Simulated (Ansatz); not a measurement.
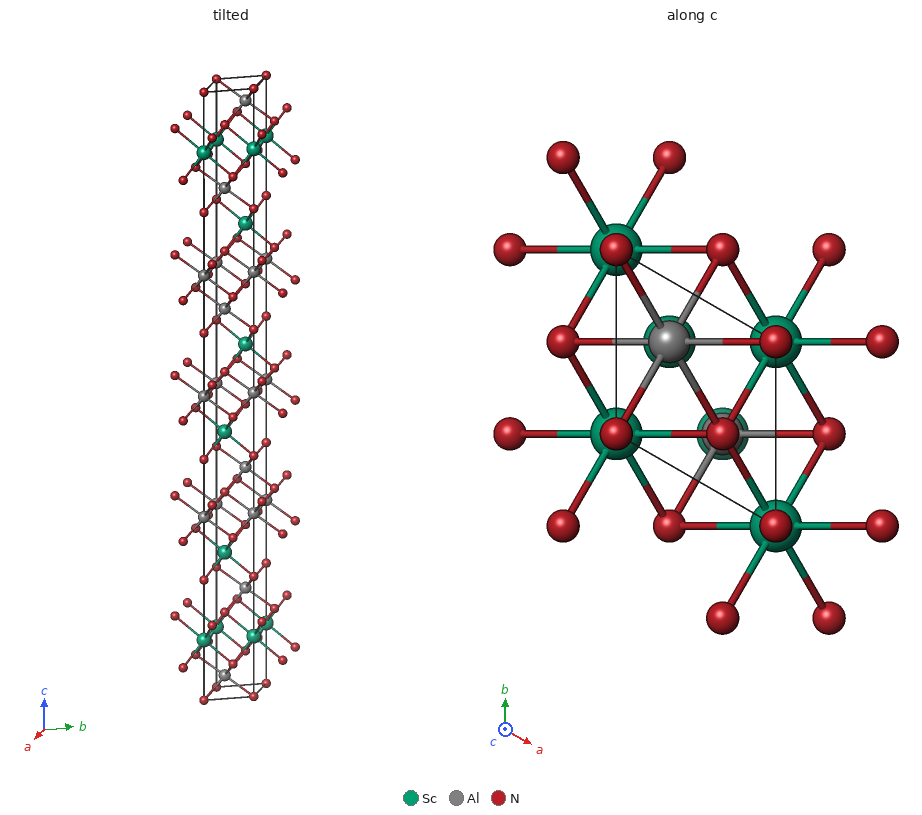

Crystal structure, ball-and-stick style, seen slightly off an axis and along the c axis. The wireframe shows the conventional unit cell. A few atoms beyond the faces are included. Cell: a = 3.02 Å, b = 3.02 Å, c = 36.74 Å, α = 90.00°, β = 90.00°, γ = 120.00°.

It goes back to a structure type filled with these elements by a generator (whether the compound takes this form wasn't checked). Earlier steps of the study, as a rule a relaxation of our own, may have changed the cell and positions, so they can lie some per cent off the listed ones. An electronic-structure calculation with Ansatz was run on it.

Question: Notes on the structure:

Answer: The material is Sc₂Al₃N₅. It is rhombohedral (trigonal R), space group R-3m (No. 166). It has 30 atoms to the cell (6 Sc, 9 Al, 15 N). The neighbours of Sc are six N in an octahedral arrangement at about 2.2 Å. The neighbours of Al are six N in an octahedral arrangement at about 2.1 Å. N takes three kinds of site: 6c with three Sc and three Al in an octahedral arrangement (about 2.2 Å to Sc, 2.1 Å to Al); 6c with three Sc and three Al in an octahedral arrangement (about 2.2 Å to Sc, 2.1 Å to Al); 3a with six Al in an octahedral arrangement at about 2.1 Å. The bonds build a three-dimensional framework.

The numbers come from Ansatz, DFT PBE, scalar-relativistic, plane waves, PAW, using a basis cut at 420 eV, k-points about 0.20 Å⁻¹ apart, Gaussian smearing of 0.02 eV, no spin polarisation.

Question: What does the calculation say: metal or gapped?

Answer: A semiconductor at this level, with a gap of 0.93 eV, indirect.

Question: Predict the Bader charges.

Answer: Sc +1.81 e; Al +2.46 e; N -2.44 to -2.13 e.

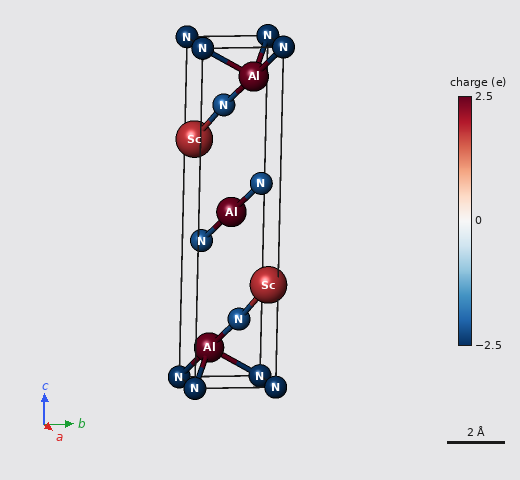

The atoms coloured by those charges. The run's cell of 10 atoms is drawn in a reduced setting, so axes and origin can differ from the first picture.

Question: Is this the optimised geometry for these settings?

Answer: Yes. All forces vanish to within 0.01 eV/Å. The pressure is 0.0 GPa, close to zero.
